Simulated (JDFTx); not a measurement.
Run report: AlN, geometry relaxation (part 2 of 2)

Continued. System: AlN (P6₃mc, 4 atoms in the cell). Method: Kohn-Sham DFT of a periodic cell, PBE with D3(BJ), PseudoDojo-SR-PBE-0.5-standard, no spin polarisation (JDFTx 1.7.0 (patched build)); cutoff 1142.88 eV, 10×10×6 k-mesh, fermi-dirac of 0.05 eV. The structure derives from an entry of the Crystallography Open Database.

Geometry of the input (Å; fractional positions):
```
3.1130  0.0000  0.0000
-1.5565  2.6959  0.0000
0.0000  0.0000  4.9810
Al 0.6667  0.3333  0.5000
Al 0.3333  0.6667  0.0000
N  0.6667  0.3333  0.8800
N  0.3333  0.6667  0.3800
```

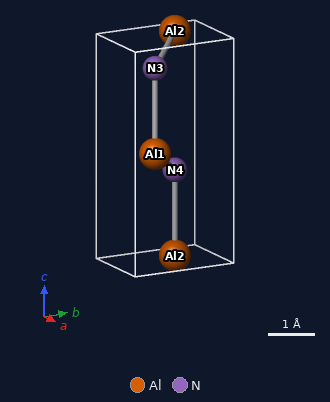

Figure 1. The geometry at step 3 of the log (ball-and-stick view of the cell of the calculation, seen slightly off an axis; atoms are numbered from 1 in the order of the input).

### Output, continued
```
# Stress tensor in Cartesian coordinates [Eh/a0^3]:
[  1.37112e-05            0            0  ]
[            0  1.37112e-05            0  ]
[            0            0  9.76997e-06  ]

# Ionic positions in lattice coordinates:
ion Al   0.666666666666667   0.333333333333333   0.499228349720203 1
ion Al   0.333333333333333   0.666666666666667  -0.000771650279797 1
ion N   0.666666666666667   0.333333333333333   0.880771650279797 1
ion N   0.333333333333333   0.666666666666667   0.380771650279797 1

# Forces in Cartesian coordinates:
force Al   0.000000000000000  -0.000000000000000  -0.000315657032690 1
force Al   0.000000000000000   0.000000000000000  -0.000315657032690 1
force N   0.000000000000000   0.000000000000000   0.000319143161236 1
force N   0.000000000000000  -0.000000000000000   0.000319143161236 1

# Energy components:
   Eewald =      -21.7636450440068714
       EH =        5.6832940723423215
     Eloc =      -16.0508701245199035
      Enl =       -1.3435542065065902
     EvdW =       -0.0395638643469476
      Exc =       -8.5019002522795510
 Exc_core =        1.2492276069175499
       KE =       16.3881478130235863
-------------------------------------
     Etot =      -24.3788639993764065
       TS =        0.0000000000008275
-------------------------------------
        F =      -24.3788639993772343

LatticeMinimize: Iter:   2  F: -24.378863999377234  |grad|_K:  1.127e-03  alpha:  1.000e+00  linmin: -2.393e-01

#--- Lowdin population analysis ---
# oxidation-state Al +1.087 +1.087
# oxidation-state N -1.024 -1.024

Computing DFT-D3 correction:
# coordination-number Al 9.004 9.004
# coordination-number N 4.098 4.098
# diagonal-C6 Al 153.59 153.59
# diagonal-C6 N 15.58 15.58
EvdW_6 =   -0.024141
EvdW_8 =   -0.015464

-------- Electronic minimization -----------
Will mix electronic density at each iteration.
	FillingsUpdate:  mu: +0.300000000  nElectrons: 16.000000
	FillingsUpdate:  mu: +0.300000000  nElectrons: 16.000000
SCF: Cycle:  0   F: -24.378867113518009   dF: -2.393e-06   |Residual|: 2.837e-04   |deigs|: 3.175e-05
	FillingsUpdate:  mu: +0.300000000  nElectrons: 16.000000
SCF: Cycle:  1   F: -24.378867231402129   dF: -1.179e-07   |Residual|: 1.046e-04   |deigs|: 3.550e-05
	FillingsUpdate:  mu: +0.300000000  nElectrons: 16.000000
SCF: Cycle:  2   F: -24.378867246625592   dF: -1.522e-08   |Residual|: 3.938e-05   |deigs|: 2.113e-05
	FillingsUpdate:  mu: +0.300000000  nElectrons: 16.000000
SCF: Cycle:  3   F: -24.378867249653137   dF: -3.028e-09   |Residual|: 1.487e-05   |deigs|: 1.821e-05
	FillingsUpdate:  mu: +0.300000000  nElectrons: 16.000000
SCF: Cycle:  4   F: -24.378867250544200   dF: -8.911e-10   |Residual|: 4.053e-06   |deigs|: 1.710e-05
	FillingsUpdate:  mu: +0.300000000  nElectrons: 16.000000
SCF: Cycle:  5   F: -24.378867250813247   dF: -2.690e-10   |Residual|: 1.597e-06   |deigs|: 1.658e-05
SCF: Converged (|Delta E|<1.000000e-09 for 2 iters).

Setting wave functions to eigenvectors of Hamiltonian

Computing DFT-D3 correction:
# coordination-number Al 9.004 9.004
# coordination-number N 4.098 4.098
# diagonal-C6 Al 153.59 153.59
# diagonal-C6 N 15.58 15.58
EvdW_6 =   -0.024141
EvdW_8 =   -0.015464
# Lattice vectors:
R =
[      5.87324     -2.93662            0  ]
[            0      5.08638            0  ]
[            0            0      9.40741  ]
unit cell volume = 281.033

# Strain tensor in Cartesian coordinates:
[  -0.00161021            0            0  ]
[            0  -0.00161021            0  ]
[            0            0 -0.000564601  ]

# Stress tensor in Cartesian coordinates [Eh/a0^3]:
[  5.15312e-06            0            0  ]
[            0  5.15312e-06            0  ]
[            0            0  6.24428e-06  ]

# Ionic positions in lattice coordinates:
ion Al   0.666666666666667   0.333333333333333   0.499141625420746 1
ion Al   0.333333333333333   0.666666666666667  -0.000858374579254 1
ion N   0.666666666666667   0.333333333333333   0.880858374579254 1
ion N   0.333333333333333   0.666666666666667   0.380858374579254 1

# Forces in Cartesian coordinates:
force Al   0.000000000000000   0.000000000000000  -0.000097529924842 1
force Al  -0.000000000000000  -0.000000000000000  -0.000097529924842 1
force N  -0.000000000000000  -0.000000000000000   0.000103548228428 1
force N   0.000000000000000  -0.000000000000000   0.000103548228428 1

# Energy components:
   Eewald =      -21.7710414101860472
       EH =        5.6813323684754735
     Eloc =      -16.0441182583551445
      Enl =       -1.3438593909482675
     EvdW =       -0.0396054878108750
      Exc =       -8.5032307207721249
 Exc_core =        1.2492276586089670
       KE =       16.3924279901758325
-------------------------------------
     Etot =      -24.3788672508121849
       TS =        0.0000000000010629
-------------------------------------
        F =      -24.3788672508132471

LatticeMinimize: Iter:   3  F: -24.378867250813247  |grad|_K:  4.578e-04  alpha:  1.000e+00  linmin: -4.054e-01

#--- Lowdin population analysis ---
# oxidation-state Al +1.088 +1.088
# oxidation-state N -1.024 -1.024

Computing DFT-D3 correction:
# coordination-number Al 9.013 9.013
# coordination-number N 4.098 4.098
# diagonal-C6 Al 153.59 153.59
# diagonal-C6 N 15.58 15.58
EvdW_6 =   -0.024155
EvdW_8 =   -0.015474

-------- Electronic minimization -----------
Will mix electronic density at each iteration.
	FillingsUpdate:  mu: +0.300000000  nElectrons: 16.000000
	FillingsUpdate:  mu: +0.300000000  nElectrons: 16.000000
SCF: Cycle:  0   F: -24.378867893379848   dF: -6.531e-07   |Residual|: 1.427e-04   |deigs|: 1.346e-05
	FillingsUpdate:  mu: +0.300000000  nElectrons: 16.000000
SCF: Cycle:  1   F: -24.378867926750871   dF: -3.337e-08   |Residual|: 5.468e-05   |deigs|: 1.920e-05
	FillingsUpdate:  mu: +0.300000000  nElectrons: 16.000000
SCF: Cycle:  2   F: -24.378867930551916   dF: -3.801e-09   |Residual|: 1.948e-05   |deigs|: 1.212e-05
	FillingsUpdate:  mu: +0.300000000  nElectrons: 16.000000
SCF: Cycle:  3   F: -24.378867931190140   dF: -6.382e-10   |Residual|: 1.044e-05   |deigs|: 1.126e-05
	FillingsUpdate:  mu: +0.300000000  nElectrons: 16.000000
SCF: Cycle:  4   F: -24.378867931382096   dF: -1.920e-10   |Residual|: 1.694e-06   |deigs|: 1.045e-05
SCF: Converged (|Delta E|<1.000000e-09 for 2 iters).

Setting wave functions to eigenvectors of Hamiltonian

Computing DFT-D3 correction:
# coordination-number Al 9.013 9.013
# coordination-number N 4.098 4.098
# diagonal-C6 Al 153.59 153.59
# diagonal-C6 N 15.58 15.58
EvdW_6 =   -0.024155
EvdW_8 =   -0.015474
# Lattice vectors:
R =
[      5.87231     -2.93616            0  ]
[            0      5.08557            0  ]
[            0            0      9.40497  ]
unit cell volume = 280.871

# Strain tensor in Cartesian coordinates:
[  -0.00176852            0            0  ]
[            0  -0.00176852            0  ]
[            0            0 -0.000823948  ]

# Stress tensor in Cartesian coordinates [Eh/a0^3]:
[  1.24077e-06            0            0  ]
[            0  1.24077e-06            0  ]
[            0            0    2.429e-06  ]

# Ionic positions in lattice coordinates:
ion Al   0.666666666666667   0.333333333333333   0.499116109258872 1
ion Al   0.333333333333333   0.666666666666667  -0.000883890741128 1
ion N   0.666666666666667   0.333333333333333   0.880883890741128 1
ion N   0.333333333333333   0.666666666666667   0.380883890741128 1

# Forces in Cartesian coordinates:
force Al  -0.000000000000000   0.000000000000000  -0.000064468787490 1
force Al   0.000000000000000  -0.000000000000000  -0.000064468787490 1
force N  -0.000000000000000  -0.000000000000000   0.000065037744644 1
force N  -0.000000000000000   0.000000000000000   0.000065037744644 1

# Energy components:
   Eewald =      -21.7752138342819563
       EH =        5.6802513938583648
     Eloc =      -16.0403410429223854
      Enl =       -1.3440440896719241
     EvdW =       -0.0396290515981756
      Exc =       -8.5039859958160946
 Exc_core =        1.2492276873298525
       KE =       16.3948670017214475
-------------------------------------
     Etot =      -24.3788679313808778
       TS =        0.0000000000012171
-------------------------------------
        F =      -24.3788679313820964

LatticeMinimize: Iter:   4  F: -24.378867931382096  |grad|_K:  1.823e-04  alpha:  1.000e+00  linmin: -6.961e-01

#--- Lowdin population analysis ---
# oxidation-state Al +1.088 +1.088
# oxidation-state N -1.025 -1.025

Computing DFT-D3 correction:
# coordination-number Al 9.016 9.016
# coordination-number N 4.098 4.098
# diagonal-C6 Al 153.59 153.59
# diagonal-C6 N 15.58 15.58
EvdW_6 =   -0.024160
EvdW_8 =   -0.015476

-------- Electronic minimization -----------
Will mix electronic density at each iteration.
	FillingsUpdate:  mu: +0.300000000  nElectrons: 16.000000
	FillingsUpdate:  mu: +0.300000000  nElectrons: 16.000000
SCF: Cycle:  0   F: -24.378868028797530   dF: -9.384e-08   |Residual|: 4.876e-05   |deigs|: 8.182e-06
	FillingsUpdate:  mu: +0.300000000  nElectrons: 16.000000
SCF: Cycle:  1   F: -24.378868037291646   dF: -8.494e-09   |Residual|: 3.063e-05   |deigs|: 7.270e-06
	FillingsUpdate:  mu: +0.300000000  nElectrons: 16.000000
SCF: Cycle:  2   F: -24.378868038370573   dF: -1.079e-09   |Residual|: 1.164e-05   |deigs|: 7.591e-06
	FillingsUpdate:  mu: +0.300000000  nElectrons: 16.000000
SCF: Cycle:  3   F: -24.378868038627697   dF: -2.571e-10   |Residual|: 5.311e-06   |deigs|: 8.286e-06
	FillingsUpdate:  mu: +0.300000000  nElectrons: 16.000000
SCF: Cycle:  4   F: -24.378868038675289   dF: -4.759e-11   |Residual|: 1.164e-06   |deigs|: 8.225e-06
SCF: Converged (|Delta E|<1.000000e-09 for 2 iters).

Setting wave functions to eigenvectors of Hamiltonian

Computing DFT-D3 correction:
# coordination-number Al 9.016 9.016
# coordination-number N 4.098 4.098
# diagonal-C6 Al 153.59 153.59
# diagonal-C6 N 15.58 15.58
EvdW_6 =   -0.024160
EvdW_8 =   -0.015476
# Lattice vectors:
R =
[      5.87222     -2.93611            0  ]
[            0      5.08549            0  ]
[            0            0      9.40369  ]
unit cell volume = 280.824

# Strain tensor in Cartesian coordinates:
[  -0.00178448            0            0  ]
[            0  -0.00178448            0  ]
[            0            0 -0.000959701  ]

# Stress tensor in Cartesian coordinates [Eh/a0^3]:
[  3.96183e-07            0            0  ]
[            0  3.96183e-07            0  ]
[            0            0  8.28831e-07  ]

# Ionic positions in lattice coordinates:
ion Al   0.666666666666667   0.333333333333333   0.499098673087361 1
ion Al   0.333333333333333   0.666666666666667  -0.000901326912639 1
ion N   0.666666666666667   0.333333333333333   0.880901326912639 1
ion N   0.333333333333333   0.666666666666667   0.380901326912639 1

# Forces in Cartesian coordinates:
force Al  -0.000000000000000  -0.000000000000000  -0.000050750888589 1
force Al   0.000000000000000   0.000000000000000  -0.000050750888589 1
force N  -0.000000000000000   0.000000000000000   0.000051298801246 1
force N  -0.000000000000000  -0.000000000000000   0.000051298801246 1

# Energy components:
   Eewald =      -21.7764169587755738
       EH =        5.6799567609365607
     Eloc =      -16.0392645705376680
      Enl =       -1.3441036395156756
     EvdW =       -0.0396358839254684
      Exc =       -8.5042050381648071
 Exc_core =        1.2492276955080346
       KE =       16.3955735958005882
-------------------------------------
     Etot =      -24.3788680386740104
       TS =        0.0000000000012793
-------------------------------------
        F =      -24.3788680386752894

LatticeMinimize: Iter:   5  F: -24.378868038675289  |grad|_K:  1.107e-04  alpha:  1.000e+00  linmin: -6.457e-01
LatticeMinimize: Converged (|Delta F|<1.000000e-06 for 2 iters).

#--- Lowdin population analysis ---
# oxidation-state Al +1.088 +1.088
# oxidation-state N -1.025 -1.025

Dumping 'run.eigStats' ...
	eMin: -0.294661 at state 0 ( [ +0.000000 +0.000000 +0.000000 ] spin 0 )
	HOMO: +0.263860 at state 0 ( [ +0.000000 +0.000000 +0.000000 ] spin 0 )
	mu  : +0.300000
	LUMO: +0.419531 at state 0 ( [ +0.000000 +0.000000 +0.000000 ] spin 0 )
	eMax: +0.747811 at state 0 ( [ +0.000000 +0.000000 +0.000000 ] spin 0 )
	HOMO-LUMO gap: +0.155671
	Optical gap  : +0.155671 at state 0 ( [ +0.000000 +0.000000 +0.000000 ] spin 0 )
Done!
```

### Trajectory as extended XYZ (Å, eV, eV/Å), 6 frames, from step=0 to step=5
```
4
Lattice="3.1130 0.0000 0.0000 -1.5565 2.6959 0.0000 0.0000 0.0000 4.9810" Properties=species:S:1:pos:R:3:forces:R:3 step=0 energy=-663.38095
Al    1.5565    0.8986    2.4905    0.0000   0.0000  -0.1298
Al    0.0000    1.7973    0.0000    0.0000   0.0000  -0.1298
N     1.5565    0.8986    4.3833    0.0000   0.0000   0.1298
N     0.0000    1.7973    1.8928    0.0000   0.0000   0.1298
4
Lattice="3.1120 0.0000 0.0000 -1.5560 2.6951 0.0000 0.0000 0.0000 4.9813" Properties=species:S:1:pos:R:3:forces:R:3 step=1 energy=-663.38176
Al    1.5560    0.8984    2.4893    0.0000   0.0000  -0.0893
Al    0.0000    1.7967   -0.0013    0.0000   0.0000  -0.0893
N     1.5560    0.8984    4.3848    0.0000   0.0000   0.0895
N     0.0000    1.7967    1.8942    0.0000   0.0000   0.0895
4
Lattice="3.1091 0.0000 0.0000 -1.5545 2.6925 0.0000 0.0000 0.0000 4.9798" Properties=species:S:1:pos:R:3:forces:R:3 step=2 energy=-663.38268
Al    1.5545    0.8975    2.4861    0.0000   0.0000  -0.0162
Al    0.0000    1.7950   -0.0038    0.0000   0.0000  -0.0162
N     1.5545    0.8975    4.3861    0.0000   0.0000   0.0164
N     0.0000    1.7950    1.8962    0.0000   0.0000   0.0164
4
Lattice="3.1080 0.0000 0.0000 -1.5540 2.6916 0.0000 0.0000 0.0000 4.9782" Properties=species:S:1:pos:R:3:forces:R:3 step=3 energy=-663.38277
Al    1.5540    0.8972    2.4848    0.0000   0.0000  -0.0050
Al    0.0000    1.7944   -0.0043    0.0000   0.0000  -0.0050
N     1.5540    0.8972    4.3851    0.0000   0.0000   0.0053
N     0.0000    1.7944    1.8960    0.0000   0.0000   0.0053
4
Lattice="3.1075 0.0000 0.0000 -1.5537 2.6912 0.0000 0.0000 0.0000 4.9769" Properties=species:S:1:pos:R:3:forces:R:3 step=4 energy=-663.38279
Al    1.5537    0.8971    2.4840    0.0000   0.0000  -0.0033
Al    0.0000    1.7941   -0.0044    0.0000   0.0000  -0.0033
N     1.5537    0.8971    4.3841    0.0000   0.0000   0.0033
N     0.0000    1.7941    1.8956    0.0000   0.0000   0.0033
4
Lattice="3.1074 0.0000 0.0000 -1.5537 2.6911 0.0000 0.0000 0.0000 4.9762" Properties=species:S:1:pos:R:3:forces:R:3 step=5 energy=-663.38279
Al    1.5537    0.8970    2.4836    0.0000   0.0000  -0.0026
Al    0.0000    1.7941   -0.0045    0.0000   0.0000  -0.0026
N     1.5537    0.8970    4.3836    0.0000   0.0000   0.0026
N     0.0000    1.7941    1.8954    0.0000   0.0000   0.0026
```

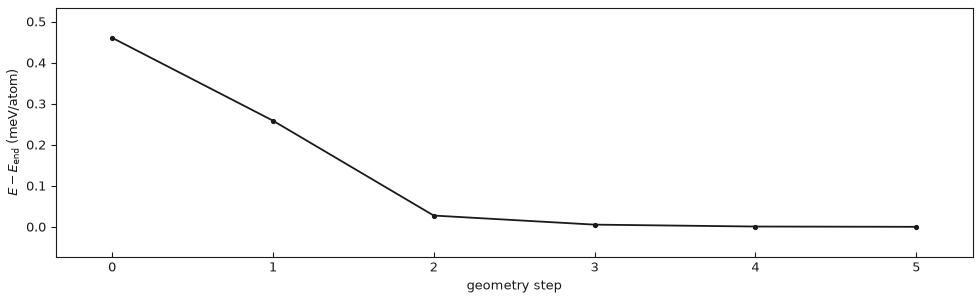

Figure 2. Progress of the relaxation, step by step (steps are counted from 0). Over 5 geometry steps the energy falls by 0.5 meV per atom. Largest force component: 0.13 eV/Å at the start, 0.0026 eV/Å at the end. The largest moves relative to the cell, 0.004 Å, are those of Al1, Al2, N3 and N4. Largest moves by element: N 0.004 Å, Al 0.004 Å. The volume changes by −0.5 %, with a = b 3.113 → 3.107 Å (−0.2 %), c 4.981 → 4.976 Å (−0.1 %). Distances before and after: Al1–N3 1.893 → 1.900 Å, Al1–N4 1.894 → 1.888 Å. The space group stays P6_3mc (No. 186). (Atoms are counted from 1 in the order of the input.)

### Summary

```tsv
quantity	value
outcome	converged
space group (tolerance 0.01 Å)	P6₃mc (186)
electrons treated	16
free energy	−663.3828 eV
gap on the k-point mesh	4.24 eV
pressure	−0.02 GPa
final volume	41.61 Å³
largest force (length of the vector) at the end	0.003 eV/Å
final cell	a = 3.107 Å, b = 3.107 Å, c = 4.976 Å, α = 90.00°, β = 90.00°, γ = 120.00°
wall time	6.5 min
peak memory	0.27 GiB
```
